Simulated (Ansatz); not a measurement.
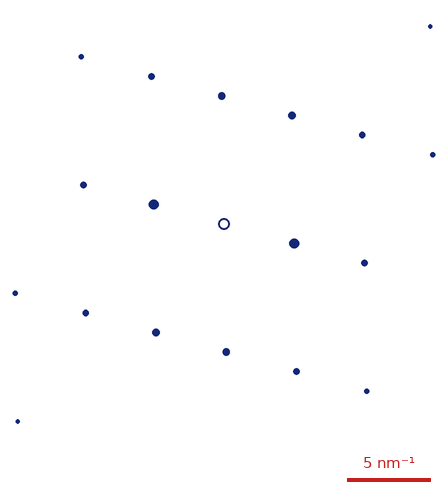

The pattern is a kinematic simulation for 200 kV electrons (no multiple scattering; isotropic B = 0.5 Å²).

Phase: W, space group Fddd (No. 70), a = 2.70 Å, b = 5.41 Å, c = 9.10 Å. Structure: coordinates from a relaxation with Ansatz, DFT, revPBE, plane waves (420 eV) with PAW, scalar-relativistic; the starting structure was generated, so it need not be a known form of this composition.

```tsv
atom	site	symmetry	x	y	z
W	8b	222	0.7500	0.7500	0.7500
```

Q: Determine the zone axis from the geometry of the pattern.

A: The spots form a centred rectangular net whose two shortest vectors correspond to d = 2.28 Å and 1.30 Å, 73.5° apart. They index as 0 0 4 and 2 0 2, so the zone axis is [010].

Q: Which reflections of this zone are missing, and why?

A: The lattice centring (F) removes all reflections that break h + k = 2n, h + l = 2n; a glide plane extinguishes reflections such as 0 0 2, 0 0 6, 2 0 0.
